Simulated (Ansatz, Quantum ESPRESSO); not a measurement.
# Evanescent states of TlBr, caesium chloride type, lattice constant set to 3.999 Å, part 3 of 3

How good a tunnel barrier is TlBr, caesium chloride type, lattice constant set to 3.999 Å?

Quantum ESPRESSO 7.5; plane-wave DFT, LDA, GBRV ultrasoft pseudopotentials; cross-check by Ansatz 0.2.0 with PAW datasets.

So far. Step 2 (SCF with pw.x): The run needed 10 iterations to bring the estimated error under 1e-09 Ry.

### 4. Complex bands with pwcond.x, with ewind = 2.0 and epsproj = 0.001

Level of this step: complex band structure by pwcond; plane-wave DFT, LDA, GBRV ultrasoft pseudopotentials (Quantum ESPRESSO).

How much does a setting matter? One run is repeated with a change.

Input file cbs.w.in:

```
&inputcond
  outdir = './out'
  prefixl = 'scf'
  band_file = 'cbs.w'
  ikind = 0
  ewind = 2.0
  epsproj = 0.001
  nz1 = 7
  energy0 = 7.44
  denergy = -0.24
/
4
  0.00000000 0.00000000 1.00000000
  0.50000000 0.00000000 1.00000000
  0.50000000 0.50000000 1.00000000
  0.25000000 0.00000000 1.00000000
40
```

Launch:

```bash
OMP_NUM_THREADS=1 mpirun -n 2 pwcond.x -in cbs.w.in > cbs.w.out
```

Numbers of over 12 decimals in the logs are rounded to 6 here.

The program printed:

```text
[banner, memory and clock lines left out]
Program PWCOND v.7.5 starts
[citation notice left out]

[...]
./out/scf.save/

[...]
negative rho (up, down):  4.998E-02 0.000E+00
     Reading collected, re-writing distributed wavefunctions

===== INPUT FILE containing the left lead =====

     GEOMETRY:

     lattice parameter (alat)  =       7.5570  a.u.
     the volume                =     431.5696 (a.u.)^3
     the cross section         =      57.1085 (a.u.)^2
     l of the unit cell        =       1.0000 (alat)
     number of atoms/cell      =            2
     number of atomic types    =            2

     crystal axes: (cart. coord. in units of alat)
               a(1) = (  1.0000  0.0000  0.0000 )
               a(2) = (  0.0000  1.0000  0.0000 )
               a(3) = (  0.0000  0.0000  1.0000 )

   Cartesian axes

     site n.     atom                  positions (alat units)
          1        Tl     tau(  1)=(  0.0000  0.0000  1.0000  )
          2        Br     tau(  2)=(  0.5000  0.5000  0.5000  )

     nr1s                      =           32
     nr2s                      =           32
     nr3s                      =           32
     nr1sx                     =           32
     nr2sx                     =           32
     nr3sx                     =           32
     nr1                       =           36
     nr2                       =           36
     nr3                       =           36
     nr1x                      =           36
     nr2x                      =           36
     nr3x                      =           36

 _______________________________
  Radii of nonlocal spheres:

     type       ibeta     ang. mom.          radius (alat units)
       Tl         1         0                    0.3113
       Tl         2         0                    0.3113
       Tl         3         1                    0.3113
       Tl         4         1                    0.3113
       Tl         5         2                    0.3113
       Tl         6         2                    0.3113
       Br         1         0                    0.2662
       Br         2         0                    0.2662
       Br         3         1                    0.2662
       Br         4         1                    0.2662
       Br         5         2                    0.2662
       Br         6         2                    0.2662
----- General information -----

----- Complex band structure calculation -----

     nrx                       =           32
     nry                       =           32
     nz1                       =            7

     energy0               =         7.4E+00
     denergy               =        -2.4E-01
     nenergy               =         40
     ecut2d                =         4.0E+01
     ewind                 =         2.0E+00
     epsproj               =         1.0E-03

     number of k_|| points=    4
                       cryst. coord.
        k(    1) = (   0.0000000   0.0000000), wk =   0.2500000
        k(    2) = (   0.5000000   0.0000000), wk =   0.2500000
        k(    3) = (   0.5000000   0.5000000), wk =   0.2500000
        k(    4) = (   0.2500000   0.0000000), wk =   0.2500000
----- Information about left lead -----

     nocros                   =           18
     noins                    =           18
     norb                     =           54
     norbf                    =           54
     nrz                      =           32

      iorb      type   ibeta   ang. mom.   m       position (alat)
        1        1       1        0        1   taunew(   1)=(  0.0000  0.0000  0.0000)
        2        1       2        0        1   taunew(   2)=(  0.0000  0.0000  0.0000)
[...]
54        1       6        2        5   taunew(  54)=(  0.0000  0.0000  1.0000)
    k slab    z(k)  z(k+1)     crossing(iorb=1,norb)
    1   0.0000 0.0312 0.0312   111111111111111111000000000000000000000000000000000000
    2   0.0312 0.0625 0.0312   111111111111111111000000000000000000000000000000000000
[...]
32   0.9688 1.0000 0.0312   000000000000000000000000000000000000111111111111111111
 ngper, shell number =          177          27
 ngper, n2d =          177          48
---  E-Ef =    7.4400000  k =    0.0000000   0.0000000
---  ie =          1  ik =          1
 Nchannels of the left tip =            2
 Right moving states:
   k1(2pi/a)   k2(2pi/a)   E-Ef (eV)
   0.0574735   0.0000000   7.4400000
   0.2807195  -0.0000000   7.4400000
 Left moving states:
   k1(2pi/a)   k2(2pi/a)   E-Ef (eV)
  -0.0574734   0.0000000   7.4400000
  -0.2807195   0.0000000   7.4400000

---  E-Ef =    7.2000000  k =    0.0000000   0.0000000
---  ie =          2  ik =          1
 Nchannels of the left tip =            2
 Right moving states:
   k1(2pi/a)   k2(2pi/a)   E-Ef (eV)
   0.0247920   0.0000000   7.2000000
   0.1890631   0.0000000   7.2000000
 Left moving states:
   k1(2pi/a)   k2(2pi/a)   E-Ef (eV)
  -0.0247918   0.0000000   7.2000000
  -0.1890631   0.0000000   7.2000000
[... further energies and points left out ...]
---  E-Ef =   -1.6800000  k =    0.2500000   0.0000000
---  ie =         39  ik =          4
 Nchannels of the left tip =            1
 Right moving states:
   k1(2pi/a)   k2(2pi/a)   E-Ef (eV)
  -0.1414725  -0.0000000  -1.6800000
 Left moving states:
   k1(2pi/a)   k2(2pi/a)   E-Ef (eV)
   0.1414725  -0.0000000  -1.6800000

---  E-Ef =   -1.9200000  k =    0.2500000   0.0000000
---  ie =         40  ik =          4
 Nchannels of the left tip =            1
 Right moving states:
   k1(2pi/a)   k2(2pi/a)   E-Ef (eV)
  -0.1952403  -0.0000000  -1.9200000
 Left moving states:
   k1(2pi/a)   k2(2pi/a)   E-Ef (eV)
   0.1952403  -0.0000000  -1.9200000

[...]
```

Wall time 48 s (2 MPI ranks of Arm Neoverse N1, shared host); peak memory 0.14 GiB.

The changed values were drawn from a wide range, not chosen for quality; the comparison shows what they did here together.

Beside the run it was changed from:

```tsv
quantity	this run	unchanged run	difference
peak of the smallest κ at the zone centre (Å⁻¹)	0.145	0.146	-0.0010
peak of the smallest κ at (1/2, 0) (Å⁻¹)	0.184	0.184	0
peak of the smallest κ at (1/2, 1/2) (Å⁻¹)	0.306	0.306	0
wall time (s)	48	144
```

The physical values in this table move by up to 0.68 %.

### 5. Cross-check with Ansatz

As a check, the same structure is run in Ansatz.

Level of this step: plane-wave DFT, LDA, Ansatz PAW (Ansatz 0.2.0).

Input file input.yaml:

```yaml
crystal:
  lattice:
    - [3.999, 0.0, 0.0]
    - [0.0, 3.999, 0.0]
    - [0.0, 0.0, 3.999]
  atoms:
    - { symbol: Tl, position: [0.0, 0.0, 0.0] }
    - { symbol: Br, position: [0.5, 0.5, 0.5] }
kpoints:
  mp_grid: { grid: [6, 6, 6] }
hamiltonian:
  xc: lda
scf:
  occupations: { method: fixed }
  convergence: { dr2_threshold: 1.0e-09 }
output:
  transmission:
    leads: [[0, 0]]
    kpoints: [[0, 0], [0.5, 0], [0.5, 0.5], [0.25, 0]]
    e_range: [-1.92, 7.44]
    de: 0.24
```

Launch:

```bash
ansatz run input.yaml --threads 2 --pin off --max-ram 4096MiB --backend cpu --events-out ev --progress --plain --runs-dir out
```

The program printed:

```text
Engine: ansatz 0.2.0, aarch64-unknown-linux-gnu
Pseudopotentials: kind: paw
Pseudopotential: Tl, paw, valence charge 13, recommended cutoff 420 eV (normal), Tl.paw.azcp
Pseudopotential: Br, paw, valence charge 7, recommended cutoff 420 eV (normal), Br.paw.azcp
Functional definition: SPW92
  exchange = slater_x
  correlation = pw_c
Crystal: 2 atoms, lattice volume = 63.952 Å³
Basis set: ecut = 420 eV, 1237 PW (Γ)
Bands: 14, of which v1, the nominal top of the filled ones, is band 10 counted from 1 (9 counted from 0)
Symmetry: 48 space group operations
Space group: Pm-3m (ITA 221), of the structure as read, at distance tolerance 4.0e-5 Å
k-points: 20 of 216
Non-local potential: Tl, projectors of the file, l = 0: 2, l = 1: 2, l = 2: 2, l = 3: 1
Non-local potential: Br, projectors of the file, l = 0: 2, l = 1: 2, l = 2: 2
PAW form: soft (Blöchl's): semilocal exchange-correlation on the pseudo side does not see the compensation charge
PAW frozen core: Tl, regenerated for the run's functional, and the local potential with it (the file was generated under x = pbe(κ = 0.804, μ = 0.219515), c = pbe(β = 0.066725))
PAW frozen core: Br, regenerated for the run's functional, and the local potential with it (the file was generated under x = pbe(κ = 0.804, μ = 0.219515), c = pbe(β = 0.066725))
PAW one-centre angular grid: Tl, 590 points (default); XC on 64 Gauss nodes
PAW one-centre angular grid: Br, 110 points (default); XC on 64 Gauss nodes
Initial density: superposition of atomic densities (neutral atoms: chi_scale 0, normalization atom), corrected by the library's trained network
Initial wavefunctions: pseudopotential atomic-orbital guess
Functional: x = slater, c = lda
SCF iter   1: F=—  HF=-13841.854384 eV  |F-HF|=—  |Δ(HF+E_count)|=         —  Δρ=4.34e-3  dr2=1.21e-2  ethr=1.77e-3  ⟨swp⟩=4.8  Hψ=1282  notcnv=0  defer=33
preconditioner: auto → Resta (q_TF=auto, 2.248 Å⁻¹)  ε∞=3.6  [insulator: Δε(μ)=1.644 eV  Ē_g=12.772 eV  n_scr=18 (ndim 8)  ℏωp=20.8 eV  f_vac=0.000  ε∞_Penn≈3.6]
SCF iter   2: F=—  HF=-13841.849044 eV  |F-HF|=—  |Δ(HF+E_count)|=   5.34e-3  Δρ=2.22e-3  dr2=3.78e-3  ethr=6.07e-5  ⟨swp⟩=2.4  Hψ=643  notcnv=0  defer=36
SCF iter   3: F=—  HF=-13841.847927 eV  |F-HF|=—  |Δ(HF+E_count)|=   1.12e-3  Δρ=5.53e-4  dr2=1.84e-4  ethr=1.89e-5  ⟨swp⟩=2.7  Hψ=472  notcnv=0  defer=35
SCF iter   4: F=—  HF=-13841.847876 eV  |F-HF|=—  |Δ(HF+E_count)|=   5.09e-5  Δρ=1.30e-4  dr2=1.15e-5  ethr=9.18e-7  ⟨swp⟩=2.0  Hψ=480  notcnv=0  defer=22
SCF iter   5: F=—  HF=-13841.847872 eV  |F-HF|=—  |Δ(HF+E_count)|=   3.46e-6  Δρ=3.40e-5  dr2=1.12e-6  ethr=5.75e-8  ⟨swp⟩=1.1  Hψ=281  notcnv=0  defer=5
SCF iter   6: F=—  HF=-13841.847874 eV  |F-HF|=—  |Δ(HF+E_count)|=   1.60e-6  Δρ=4.19e-6  dr2=9.18e-9  ethr=5.59e-9  ⟨swp⟩=2.1  Hψ=360  notcnv=0  defer=3
SCF iter   7: F=-13841.847874 eV  HF=-13841.847874 eV  |F-HF|=7.28e-12  |Δ(HF+E_count)|=   8.85e-9  Δρ=5.32e-7  dr2=1.40e-10  ethr=5.00e-12  ⟨swp⟩=5.5  Hψ=1209  notcnv=0
SCF 1 converged in 7 iterations: F = -13841.847874 eV  dr2 = 1.40e-10
  greatest PAW one-centre occupation: 0.966 electrons in one spin orbital (limit 2), on the Tl atom at site 0 (counted from 0), in its partial waves of l = 2
transmission: 8 of 32 steps passed
transmission: 16 of 32 steps passed
transmission: 24 of 32 steps passed
transmission: 32 of 32 steps passed
SCF converged after 7 iterations
Free energy (F): -13841.847874 eV
Harris-Foulkes:  -13841.847874 eV  (|F-HF|=7.28e-12)
Internal energy: -13841.847874 eV  (E = F + TS)
E sigma→0 (E₀):  -13841.847874 eV
Fermi energy:    4.600601 eV
--- Per-component energies (eV) ---
  E_band       = -51.110334
  E_kinetic    = 463.977200
  E_local      = -1235.678005  (includes V_loc(G=0)·N_el)
  E_nonlocal   = 393.643523
  E_hartree    = 428.870044
  E_xc         = -489.541769
  E_vxc        = -246.946589  (∫ρ·V_xc dr)
  E_paw        = -12026.803876  (= ΣΔE_a)
  E_vpaw       = -283.846325  (= ΣTr[D̂ρ^β])
  E_aug_tail   = 0.000031  (compensation charges beyond the density's cutoff)
  E_ewald      = -1376.379972
  E_core_change = 0.064950  (= ΣΔE_core)
  E_smearing   = -0.000000  (= −TS)
  E_closure    = -0.000000  (closes the sum)
  Σ components = -13841.847874   (vs F -13841.847874, Δ=0.00e0)
--- Band table (eV; the first three rows and the last of 20) ---
  k-point 0: bands = [... 6 lower, -0.1525, 3.3803, 3.3803, 3.3803, 11.5190, 11.5190, 11.6433, 11.6433]
  k-point 1: bands = [... 6 lower, -0.3533, 3.4957, 3.4957, 3.5080, 9.6484, 11.2891, 11.2891, 11.6928]
  k-point 2: bands = [... 6 lower, -0.7514, 3.7465, 3.7465, 4.0143, 7.4975, 10.5854, 10.5854, 12.1647]
  k-point 19: bands = [... 6 lower, 1.7348, 2.7698, 2.7698, 2.7698, 6.6381, 6.6381, 6.6381, 17.1359]
--- Transmission ---
  basis      : 137 plane waves across, 8 finite elements along
  points     : 4, as listed
  energies   : 40 from -1.920000 to 7.440000 eV about the Fermi level, 0.240000 eV apart; the leads are filled to 0.851775 eV, and channels, transmission and decay are at 0.960000 eV
  crystal 0  : Tl1Br1, at the sites [0, 0], period 3.9990 Å: whole cells are its period
    offset         : up to 0.0000 Å between an atom of the period and one for which it stands
    channels       : 0.000000e0 a spin
    conductance    : none, the energies end too early or step too widely for 300 K: set another output.transmission.e_range or a lower de, or, where they end at an eighth of basis.ecutwfc, a higher one
    slowest decay  : 0.1414 /Å at (0.0000, 0.0000)
```

Run time: 35 s. Hardware: 2 threads; peak memory 0.43 GiB.

Numbers from this step:

```
free energy                                      : -13841.8479 eV
gap by band count                                : 1.704 eV
symmetry operations                              : 48
slowest decay at the grid energy nearest mid-gap : 0.1414 Å⁻¹
peak of the smallest κ at the zone centre        : 0.1453 Å⁻¹
peak of the smallest κ at (1/2, 0)               : 0.1839 Å⁻¹
peak of the smallest κ at (1/2, 1/2)             : 0.3055 Å⁻¹
peak of the smallest κ at (1/4, 0)               : 0.3769 Å⁻¹
valence top, on the run's zero                   : 4.601 eV
```

K across = (0, 0) in the cell's reciprocal vectors; values within 0.0025 1/Å of each other count once, columns are sorted by size at each energy, a dash where no further value was kept. Im kz of the slowest decaying states against energy, zero at the highest filled level of the SCF mesh:

```tsv
energy (eV)	decay 1 (Å⁻¹)	decay 2 (Å⁻¹)	decay 3 (Å⁻¹)
-1.92	0.465	0.551	1.46
-1.44	0.332	0.358	1.47
-0.72	0.486	1.44	1.48
-0.24	0.388	0.514	1.42
0.00	0.00225	0.446	0.522
0.24	0.110	0.486	0.528
0.72	0.145	0.533	1.37
1.44	0.0977	0.533	0.566
1.92	0.527	0.569	1.30
2.40	0.518	0.561	1.27
3.12	0.498	0.531	1.21
3.60	0.480	0.499	1.12
4.08	0.455	0.459	1.03
4.80	0.355	0.422	0.888
5.28	0.243	0.391	0.781
5.76	0.356	0.657	1.02
6.24	0.315	0.505	0.974
6.96	0.0111	0.244	0.899
7.44	0.210	0.256	0.842
```

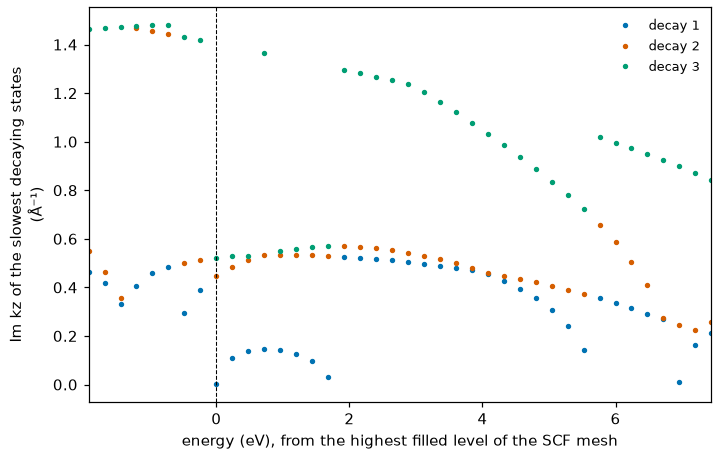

Im kz of the slowest decaying states, plotted against energy.

K across = (0, 0) in the cell's reciprocal vectors. Re kz of states that move upwards against energy, zero at the highest filled level of the SCF mesh:

```tsv
energy (eV)	channel 1 (Å⁻¹)	channel 2 (Å⁻¹)	channel 3 (Å⁻¹)
-1.92	-	-	-
-1.44	-	-	-
-0.72	0.472	0.745	0.745
-0.24	0.646	-	-
0.00	-	-	-
0.24	-	-	-
0.72	-	-	-
1.44	-	-	-
1.92	-0.688	-	-
2.40	-0.597	-	-
3.12	-0.494	-	-
3.60	-0.432	-	-
4.08	-0.374	-	-
4.80	-0.291	-	-
5.28	-0.235	-	-
5.76	-0.634	-0.634	-0.178
6.24	-0.427	-0.427	-0.116
6.96	-0.122	-0.122	0.128
7.44	0.0937	0.464	-
```

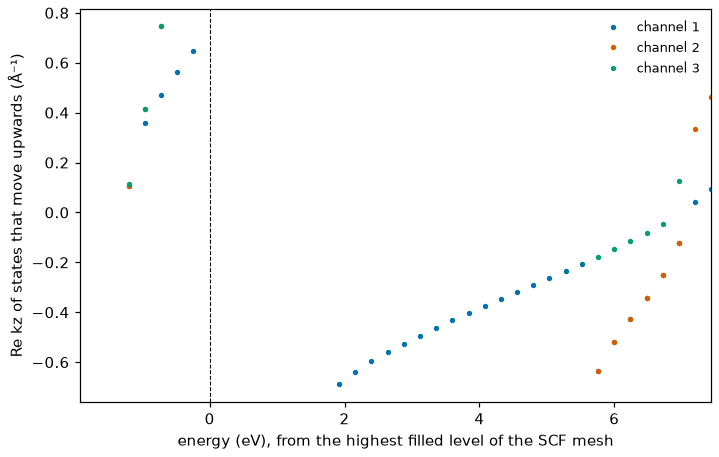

Re kz of states that move upwards against energy.

K across = (1/2, 0) in the cell's reciprocal vectors; values within 0.0025 1/Å of each other count once, columns are sorted by size at each energy, a dash where no further value was kept. Table of Im kz of the slowest decaying states by energy, zero at the highest filled level of the SCF mesh:

```tsv
energy (eV)	decay 1 (Å⁻¹)	decay 2 (Å⁻¹)	decay 3 (Å⁻¹)
-0.96	0.676	1.06	1.07
0.00	0.00235	0.170	0.797
0.96	0.169	0.336	0.908
1.92	0.488	0.821	0.855
2.88	0.728	0.731	0.751
4.08	0.541	0.580	0.622
5.04	0.132	0.369	0.536
6.00	0.175	0.206	0.444
6.96	0.167	0.254	0.327
```

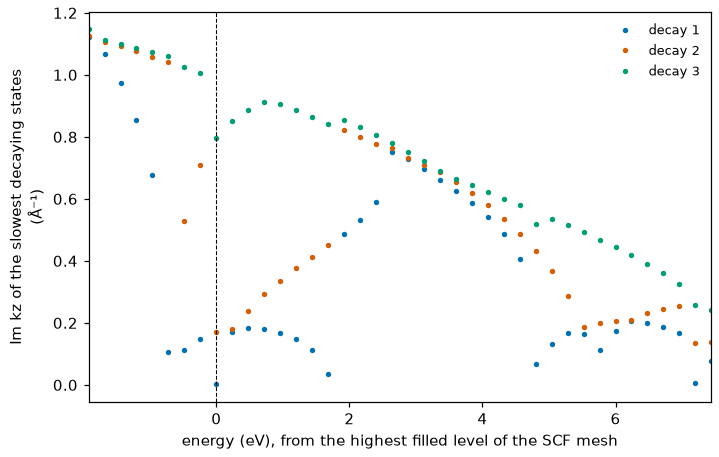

Im kz of the slowest decaying states against energy.

K across = (1/2, 1/2) in the cell's reciprocal vectors; values within 0.0025 1/Å of each other count once, columns are sorted by size at each energy, a dash where no further value was kept. The Im kz of the slowest decaying states by energy, zero at the highest filled level of the SCF mesh:

```tsv
energy (eV)	decay 1 (Å⁻¹)	decay 2 (Å⁻¹)	decay 3 (Å⁻¹)
-1.92	0.150	0.307	-
-1.44	0.232	0.334	-
-0.72	0.321	0.339	-
-0.24	0.234	0.328	0.335
0.00	0.285	0.318	0.334
0.24	0.305	0.321	0.328
0.72	0.272	0.303	0.370
1.44	0.192	0.223	0.411
1.92	0.0877	0.104	0.424
2.40	0.430	1.40	-
3.12	0.428	1.36	-
3.60	0.420	1.33	-
4.08	0.407	1.30	-
4.80	0.0717	0.379	1.26
5.28	0.190	0.353	1.23
5.76	0.245	0.321	1.19
6.24	0.279	1.16	1.43
6.96	0.194	0.306	1.10
7.44	0.0631	0.0834	0.313
```

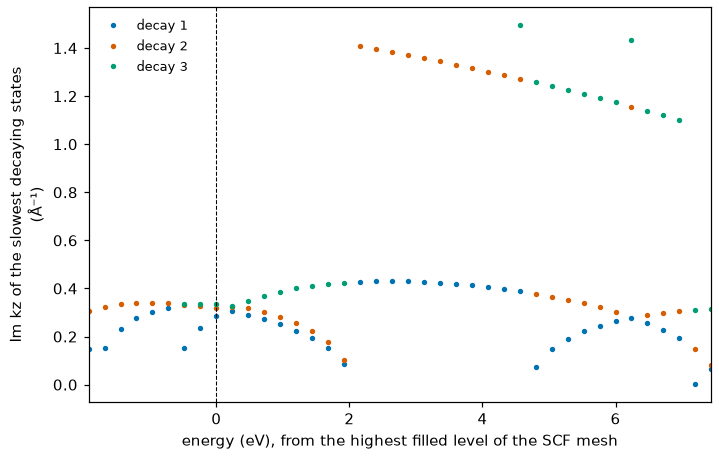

Im kz of the slowest decaying states, plotted against energy.

K across = (1/4, 0) in the cell's reciprocal vectors; values within 0.0025 1/Å of each other count once, columns are sorted by size at each energy, a dash where no further value was kept. Im kz of the slowest decaying states against energy, zero at the highest filled level of the SCF mesh:

```tsv
energy (eV)	decay 1 (Å⁻¹)	decay 2 (Å⁻¹)	decay 3 (Å⁻¹)
-1.92	0.102	0.711	1.05
-1.20	0.0753	0.398	0.973
-0.48	0.347	0.881	1.33
0.00	0.199	0.545	0.810
0.24	0.257	0.594	0.773
0.96	0.353	0.664	0.675
1.68	0.377	0.578	0.706
2.40	0.341	0.514	0.710
3.12	0.198	0.447	0.694
3.84	0.312	0.316	0.661
4.56	0.268	0.288	0.609
5.28	0.321	0.526	0.674
6.00	0.346	0.437	0.517
6.72	0.0902	0.415	0.464
7.44	0.326	0.443	0.488
```

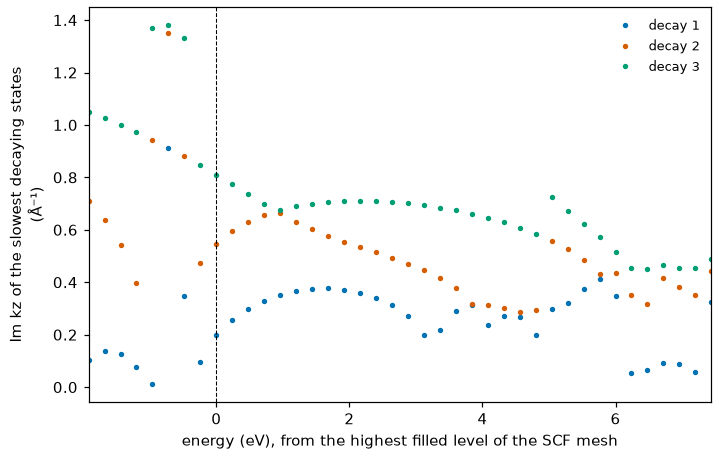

Im kz of the slowest decaying states, plotted against energy.

### 6. Worked from the printed numbers

T falls as exp(−2κd). With κ = 0.144 1/Å, 10 Å of barrier pass exp(−2 × 0.144 × 10) = 0.056 of that channel, interfaces aside.

### 7. Results

| Quantity | Value |
| --- | --- |
| gap on the SCF mesh | 1.71 eV |
| smallest κ at mid-gap among the four k points, at the zone centre | 0.144 Å⁻¹ |
| peak of the smallest κ in the stop band at the zone centre | 0.146 Å⁻¹ |
| peak of the smallest κ in the stop band at (1/2, 0) | 0.184 Å⁻¹ |
| peak of the smallest κ in the stop band at (1/2, 1/2) | 0.306 Å⁻¹ |
| peak of the smallest κ in the stop band at (1/4, 0) | 0.377 Å⁻¹ |
| energy of the peak at the zone centre, over the highest filled level | 0.72 eV |
| peak at the zone centre by Ansatz | 0.145 Å⁻¹ |

**Reading.** With a gap of 1.71 eV on the mesh, the smallest κ at mid-gap among the four k points, at the zone centre is 0.144 Å⁻¹ (LDA, GBRV ultrasoft). For a barrier with the Fermi level at mid-gap the slowest state found, at the zone centre, loses a factor of ten in probability every 8.0 Å or so. Stop bands away from the zone centre are mostly wider than the gap, so their peaks can lie above the conduction bottom. At the zone centre pwcond's peak is 0.146 and Ansatz's 0.145 1/Å, 0 % apart. A semilocal gap is too small, often by a third to a half and by more in narrow-gap crystals, so real barriers decay faster. Spin-orbit coupling is left out; depending on the atoms that carry the levels of interest, it can split and shift them by tenths of an eV to an eV or more.

[Logs are printed without paths, hosts, clocks, repeated set-up lines and the standing remarks that a program may print on its own settings, such as how far it seeks lower states.]

[Hosts, paths, dates, database ids (printed as entryN), source tags and the programs' standing remarks are cut or masked in the printed files.]

[Maps of the electrostatic potential energy from Ansatz leave out the sawtooth potential of an applied field or a dipole correction, so their vacuum need not be flat; planar profiles and work functions include it.]
